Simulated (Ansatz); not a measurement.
## What a change does: geometry relaxation on Ni2Si

System: Ni2Si (P6₃/mmc, 6 atoms in the cell).
Method of the first run: Kohn-Sham DFT of a periodic cell, PBEsol with D3(BJ), Ansatz PAW, spin-polarised (Ansatz 0.2.0).

The structure derives from an entry of the Crystallography Open Database. Text and figures count atoms from 1; the logs count them from 0 in places.

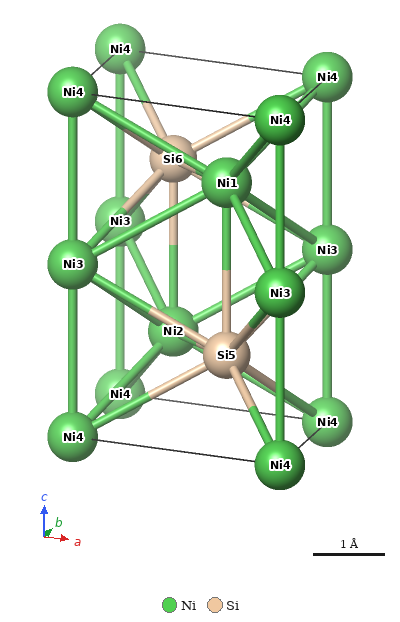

The input geometry (ball-and-stick view of the cell of the calculation, seen slightly off an axis; atoms are numbered from 1 in the order of the input). An atom can appear more than once, as a periodic image. Near neighbours in the periodic cell (some may lie outside the picture): Ni has 6 Ni at 2.54 Å and 5 Si at 2.21 to 2.47 Å; Ni has 8 Ni at 2.47 to 2.54 Å and 6 Si at 2.54 Å; Si has 11 Ni at 2.21 to 2.54 Å.

**The input, the first run**
```yaml
crystal:
  lattice:
    - [3.836, 0.0, 0.0]
    - [-1.918, 3.3220734489, 0.0]
    - [0.0, 0.0, 4.948]
  atoms:
    - { symbol: Ni, position: [0.6666666667, 0.3333333333, 0.75], spin: 1.0 }
    - { symbol: Ni, position: [0.3333333333, 0.6666666667, 0.25], spin: 1.0 }
    - { symbol: Ni, position: [0.0, 0.0, 0.5], spin: 1.0 }
    - { symbol: Ni, position: [0.0, 0.0, 0.0], spin: 1.0 }
    - { symbol: Si, position: [0.6666666667, 0.3333333333, 0.25] }
    - { symbol: Si, position: [0.3333333333, 0.6666666667, 0.75] }
hamiltonian:
  xc: pbesol
  pseudopotentials: { kind: paw }
  dispersion: d3bj
magnetization:
  spin_polarized: true
kpoints:
  mp_grid: { grid: [6, 6, 5] }
scf:
  occupations: { method: fermi_dirac, width: 0.05 }
output:
  forces: true
  stress: true
  eigenvalues: true
relax:
  f_tol: 0.01
  max_steps: 40
  cell: { stress_tol: 0.05 }
```

Launched with:
```bash
ansatz run input.yaml --threads 2 --pin off --max-ram 5632MiB --backend cpu --events-out ev --progress --plain --runs-dir out
```

Hardware: 2 threads of Arm Neoverse N1, 24 GiB of memory available, shared host.

**Output, shortened to warnings, some set-up lines, iterations and results (the first run)**
```
WARN: the starting moments were not kept: the SCF closed with an absolute magnetisation of 1.5e-6 μB, where they sum to 4 μB in size (4 sites). That is at most 0.1 of that sum. Measured as dr2_m measures the in/out step, that magnetisation stands 1.2e-12 eV from none, at or under the dr2_threshold of 1.0e-7 eV: it is no larger than a step whose dr2_m would equal this threshold. The system may …
Basis set: ecut = 420 eV, 1229 PW (Γ), exchange–correlation on 54×54×72 points (8 copies of the dense FFT grid, shifted against one another)
Symmetry: 24 space group operations
k-points: 21 of 180
Initial density: superposition of atomic densities (chi_scale 0.1, normalization cell)
[...]
SCF iter   1: F=—  HF=-24462.824528 eV  |F-HF|=—  |Δ(HF+E_count)|=         —  Δρ=8.17e-2 (↑8.17e-2 ↓3.33e-2)  dr2=3.90e0  dr2_m=7.70e-1  M=2.166 μB ∫|m|=2.768 μB  β_m=0.30  …
SCF iter   2: F=—  HF=-24462.071596 eV  |F-HF|=—  |Δ(HF+E_count)|=   7.53e-1  Δρ=5.39e-2 (↑2.71e-2 ↓5.39e-2)  dr2=7.15e-1  dr2_m=8.08e-1  M=1.825 μB ∫|m|=2.328 μB  β_m=0.32  …
SCF iter   3: F=—  HF=-24464.707843 eV  |F-HF|=—  |Δ(HF+E_count)|=    2.64e0  Δρ=5.05e-2 (↑2.50e-2 ↓5.05e-2)  dr2=6.70e-1  dr2_m=7.43e-1  M=1.559 μB ∫|m|=2.005 μB  β_m=0.23  …
SCF iter   4: F=—  HF=-24466.507848 eV  |F-HF|=—  |Δ(HF+E_count)|=    1.80e0  Δρ=4.25e-2 (↑2.42e-2 ↓4.25e-2)  dr2=4.53e-1  dr2_m=5.92e-1  M=1.311 μB ∫|m|=1.689 μB  β_m=0.20  …
SCF iter   5: F=—  HF=-24467.658323 eV  |F-HF|=—  |Δ(HF+E_count)|=    1.15e0  Δρ=2.96e-2 (↑2.96e-2 ↓2.38e-2)  dr2=1.86e-1  dr2_m=3.54e-1  M=1.001 μB ∫|m|=1.304 μB  β_m=0.36  …
[... 51 lines ...]
SCF iter   8: F=—  HF=-24469.154651 eV  |F-HF|=—  |Δ(HF+E_count)|=  7.35e-10  Δρ=1.22e-7 (↑1.20e-7 ↓1.22e-7)  dr2=2.73e-11  dr2_m=1.35e-15  M=0.000 μB ∫|m|=0.000 μB  β_m=0.83 …
SCF iter   9: F=—  HF=-24469.154651 eV  |F-HF|=—  |Δ(HF+E_count)|=  5.46e-11  Δρ=5.01e-8 (↑5.01e-8 ↓4.95e-8)  dr2=4.84e-12  dr2_m=8.32e-17  M=-0.000 μB ∫|m|=0.000 μB  …
SCF iter  10: F=-24469.154651 eV  HF=-24469.154651 eV  |F-HF|=7.28e-12  |Δ(HF+E_count)|=  3.64e-12  Δρ=1.05e-7 (↑1.05e-7 ↓1.05e-7)  dr2=2.24e-11  dr2_m=7.73e-19  M=-0.000 μB …
SCF 5 converged in 10 iterations: F = -24469.154651 eV  dr2 = 2.24e-11
relax step   5: F+E_penalty+E_count = -24469.15465131 eV  Δ(F+E_penalty+E_count) = +4.569e-4 eV  max|allowed force component| = 2.220e-16 eV/Å  Δτ_max = 0.0000 Å  P = -0.000 …
basis re-selected at this cell: Δ(F+E_penalty+E_count) = +4.569e-4 eV, ΔP = +0.004 GPa vs the last step (what re-selecting the basis moved, of the pressure what is left beyond the Pulay correction that the steps carried, after the strain that the cell walked since its last selection, with what the …
SCF converged after 10 iterations
Magnetization: -0.0000 μB (40.0000 up, 40.0000 down)
Absolute magnetization: 0.0000 μB (∫|ρ↑−ρ↓|, with the PAW one-centre terms)
Spin contamination: 0.0000 ħ² per cell (⟨S²⟩ above its minimum at these occupations)
Per-site moments (μB) at R_I (Å): [(1.198429882907098e-10, 0.9129882539547296), (1.1984290651545642e-10, 0.9129882539547296), (-2.1067468923436818e-10, 1.0016885281911319), (-2.106749463765822e-10, 1.0016885281911319), (1.9991600354044346e-11, 0.9129882539547296), (1.999174759448943e-11, …
Free energy (F): -24469.154651 eV
Harris-Foulkes:  -24469.154651 eV  (|F-HF|=7.28e-12)
Internal energy: -24469.131187 eV  (E = F + TS)
E sigma→0 (E₀):  -24469.142919 eV
Entropy (-TS):   -0.023464 eV (-3.911 meV/atom)
Fermi energy:    18.296299 eV
--- Per-component energies (eV) ---
  E_band       = -1060.847098
  E_kinetic    = 1237.626062
  E_local      = -15592.929923  (includes V_loc(G=0)·N_el)
  E_nonlocal   = 2601.191029
  E_hartree    = 6674.602844
  E_xc         = -457.413396
  E_vxc        = -544.459408  (∫ρ·V_xc dr)
  E_paw        = -7384.381829  (= ΣΔE_a)
  E_vpaw       = -2111.481990  (= ΣTr[D̂ρ^β])
  E_aug_tail   = 0.001898  (compensation charges beyond the density's cutoff)
  E_ewald      = -11545.871165
  E_disp       = -2.808985  (pairwise vdW)
  E_core_change = 0.852277  (= ΣΔE_core)
  E_smearing   = -0.023464  (= −TS)
  E_closure    = -0.000000  (closes the sum)
  Σ components = -24469.154651   (vs F -24469.154651, Δ=0.00e0)
--- Forces (eV/Å), atoms counted from 1 ---
  atom   1  Ni     0.00000000    -0.00000000    -0.00000000
  atom   2  Ni    -0.00000000     0.00000000     0.00000000
  atom   3  Ni     0.00000000    -0.00000000     0.00000000
  atom   4  Ni     0.00000000     0.00000000     0.00000000
  atom   5  Si     0.00000000    -0.00000000    -0.00000000
  atom   6  Si     0.00000000     0.00000000     0.00000000
  max |Σ_I F_I| component: 5.55e-17 eV/Å
--- Stress (GPa, compression-positive) ---
        0.010282       0.000000       0.000000
[...]
```

The second run used a changed input.

**The two runs side by side**

| quantity | the first run | the second run |
| --- | --- | --- |
| outcome | converged | converged |
| free energy per atom (eV) | −4078.1924 | −4078.0275 |
| energy per atom, smearing taken to zero (eV) | −4078.1905 | −4078.0256 |
| gap on the mesh (eV) | 0.00 | 0.00 |
| net moment of the cell (μB) | 0.00 | 0.00 |
| absolute moment of the cell (μB) | 0.00 | 0.00 |
| pressure (GPa) | 0.00 | 0.00 |
| volume per atom (Å³) | 10.30 | 10.43 |
| largest force (eV/Å) | 0.000 | 0.000 |
| SCF iterations | 51 | 57 |
| irreducible k-points | 21 | 21 |
| wall time (shared host) | 55 s | 66 s |

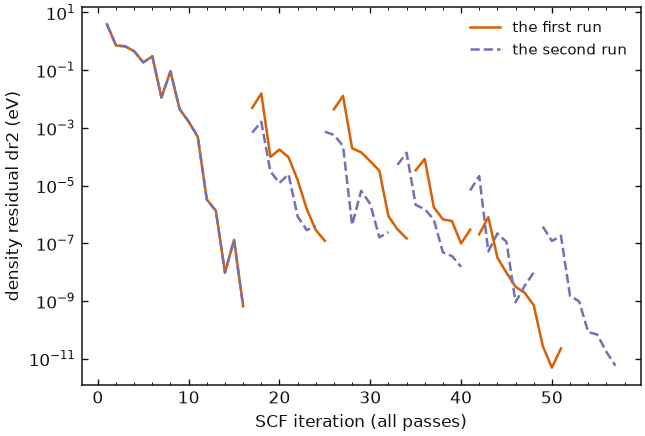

Convergence of the two runs: density residual dr2 against the SCF iteration. A break in a curve parts two SCF passes. The first run takes 51 iterations in all, and the second run takes 57.

What was changed in the input?

The change (lines with − go, lines with + come):
```diff
-  dispersion: d3bj
+  dispersion: d4
```

The total energies belong to different models, so their difference says nothing on which is more stable or more accurate. The volume per atom goes from 10.30 to 10.43 Å³. The SCF takes 57 iterations over all geometry steps against 51.

**Output, shortened to warnings, some set-up lines, iterations and results (the second run)**
```
WARN: the starting moments were not kept: the SCF closed with an absolute magnetisation of 1.5e-6 μB, where they sum to 4 μB in size (4 sites). That is at most 0.1 of that sum. Measured as dr2_m measures the in/out step, that magnetisation stands 1.2e-12 eV from none, at or under the dr2_threshold of 1.0e-7 eV: it is no larger than a step whose dr2_m would equal this threshold. The system may …
Basis set: ecut = 420 eV, 1229 PW (Γ), exchange–correlation on 54×54×72 points (8 copies of the dense FFT grid, shifted against one another)
Symmetry: 24 space group operations
k-points: 21 of 180
Initial density: superposition of atomic densities (chi_scale 0.1, normalization cell)
[...]
SCF iter   1: F=—  HF=-24461.851052 eV  |F-HF|=—  |Δ(HF+E_count)|=         —  Δρ=8.17e-2 (↑8.17e-2 ↓3.33e-2)  dr2=3.90e0  dr2_m=7.70e-1  M=2.166 μB ∫|m|=2.768 μB  β_m=0.30  …
SCF iter   2: F=—  HF=-24461.098120 eV  |F-HF|=—  |Δ(HF+E_count)|=   7.53e-1  Δρ=5.39e-2 (↑2.71e-2 ↓5.39e-2)  dr2=7.15e-1  dr2_m=8.08e-1  M=1.825 μB ∫|m|=2.328 μB  β_m=0.32  …
SCF iter   3: F=—  HF=-24463.734367 eV  |F-HF|=—  |Δ(HF+E_count)|=    2.64e0  Δρ=5.05e-2 (↑2.50e-2 ↓5.05e-2)  dr2=6.70e-1  dr2_m=7.43e-1  M=1.559 μB ∫|m|=2.005 μB  β_m=0.23  …
SCF iter   4: F=—  HF=-24465.534372 eV  |F-HF|=—  |Δ(HF+E_count)|=    1.80e0  Δρ=4.25e-2 (↑2.42e-2 ↓4.25e-2)  dr2=4.53e-1  dr2_m=5.92e-1  M=1.311 μB ∫|m|=1.689 μB  β_m=0.20  …
SCF iter   5: F=—  HF=-24466.684847 eV  |F-HF|=—  |Δ(HF+E_count)|=    1.15e0  Δρ=2.96e-2 (↑2.96e-2 ↓2.38e-2)  dr2=1.86e-1  dr2_m=3.54e-1  M=1.001 μB ∫|m|=1.304 μB  β_m=0.36  …
[... 59 lines ...]
SCF iter   7: F=—  HF=-24468.165255 eV  |F-HF|=—  |Δ(HF+E_count)|=  2.84e-10  Δρ=1.86e-7 (↑1.86e-7 ↓1.86e-7)  dr2=6.80e-11  dr2_m=1.24e-16  M=-0.000 μB ∫|m|=0.000 μB  …
SCF iter   8: F=—  HF=-24468.165255 eV  |F-HF|=—  |Δ(HF+E_count)|=  1.27e-10  Δρ=9.26e-8 (↑9.25e-8 ↓9.26e-8)  dr2=1.71e-11  dr2_m=1.56e-18  M=-0.000 μB ∫|m|=0.000 μB  …
SCF iter   9: F=-24468.165255 eV  HF=-24468.165255 eV  |F-HF|=7.28e-12  |Δ(HF+E_count)|=  2.55e-11  Δρ=5.03e-8 (↑5.03e-8 ↓5.02e-8)  dr2=5.67e-12  dr2_m=3.20e-18  M=0.000 μB …
SCF 6 converged in 9 iterations: F = -24468.165255 eV  dr2 = 5.67e-12
relax step   6: F+E_penalty+E_count = -24468.16525525 eV  Δ(F+E_penalty+E_count) = +1.548e-4 eV  max|allowed force component| = 1.110e-16 eV/Å  Δτ_max = 0.0000 Å  P = +0.002 …
basis re-selected at this cell: Δ(F+E_penalty+E_count) = +1.548e-4 eV, ΔP = +0.002 GPa vs the last step (what re-selecting the basis moved, of the pressure what is left beyond the Pulay correction that the steps carried, after the strain that the cell walked since its last selection, with what the …
SCF converged after 9 iterations
Magnetization: 0.0000 μB (40.0000 up, 40.0000 down)
Absolute magnetization: 0.0000 μB (∫|ρ↑−ρ↓|, with the PAW one-centre terms)
Spin contamination: 0.0000 ħ² per cell (⟨S²⟩ above its minimum at these occupations)
Per-site moments (μB) at R_I (Å): [(-1.4517639902773105e-10, 0.9164162165070557), (-1.451763545579614e-10, 0.9164162165070557), (6.177251323797507e-10, 1.0067451505349587), (6.177249446402285e-10, 1.0067451505349587), (8.143836721704815e-11, 0.9164162165070557), (8.143866638365621e-11, …
Free energy (F): -24468.165255 eV
Harris-Foulkes:  -24468.165255 eV  (|F-HF|=7.28e-12)
Internal energy: -24468.141420 eV  (E = F + TS)
E sigma→0 (E₀):  -24468.153337 eV
Entropy (-TS):   -0.023836 eV (-3.973 meV/atom)
Fermi energy:    18.016411 eV
--- Per-component energies (eV) ---
  E_band       = -1079.858513
  E_kinetic    = 1235.748260
  E_local      = -15668.761453  (includes V_loc(G=0)·N_el)
  E_nonlocal   = 2601.348655
  E_hartree    = 6703.630944
  E_xc         = -456.555323
  E_vxc        = -543.333410  (∫ρ·V_xc dr)
  E_paw        = -7384.679343  (= ΣΔE_a)
  E_vpaw       = -2112.124524  (= ΣTr[D̂ρ^β])
  E_aug_tail   = 0.001917  (compensation charges beyond the density's cutoff)
  E_ewald      = -11497.935485
  E_disp       = -1.791869  (pairwise vdW)
  E_core_change = 0.852277  (= ΣΔE_core)
  E_smearing   = -0.023836  (= −TS)
  E_closure    = -0.000000  (closes the sum)
  Σ components = -24468.165255   (vs F -24468.165255, Δ=0.00e0)
--- Forces (eV/Å), atoms counted from 1 ---
  atom   1  Ni     0.00000000     0.00000000    -0.00000000
  atom   2  Ni    -0.00000000    -0.00000000     0.00000000
  atom   3  Ni     0.00000000     0.00000000     0.00000000
  atom   4  Ni     0.00000000    -0.00000000     0.00000000
  atom   5  Si     0.00000000     0.00000000     0.00000000
  atom   6  Si    -0.00000000    -0.00000000    -0.00000000
  max |Σ_I F_I| component: 1.85e-17 eV/Å
--- Stress (GPa, compression-positive) ---
        0.001927       0.000000       0.000000
[...]
```

For both runs: Warnings: some starting moments were not kept.
